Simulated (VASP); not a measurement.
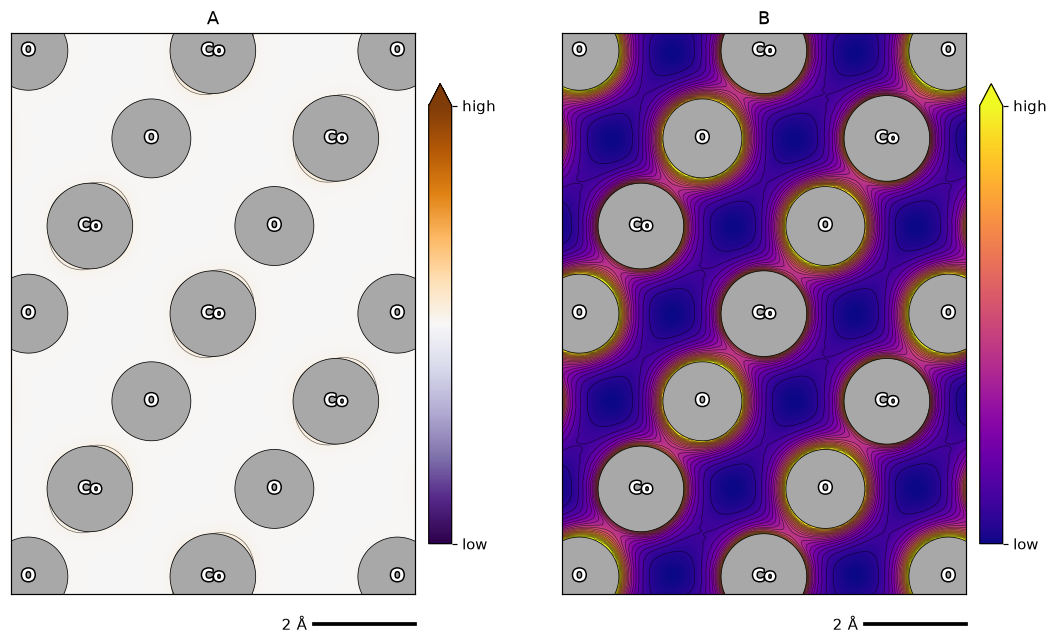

CoO: 2 fields on the (110) plane of the conventional cell, with unlabelled colour scales. Grey discs cover the atomic cores.

Space group R-3m; a structure from a database of computed crystals, not necessarily the ambient phase; computed pressure about −10 GPa in this cell; spin-polarised.

These are results of Kohn-Sham DFT of a periodic cell, PBEsol, VASP PAW PBE potentials, recommended, release 54 (VASP), not measurements.

The panels show spin density and valence pseudo-density in some order. Assign them.

Panel A: spin density (confined to the magnetic sites and close to zero elsewhere). Panel B: valence pseudo-density. From the grid: Co–O (2.12 Å): ρ is about 0.4 e/Å³ halfway.
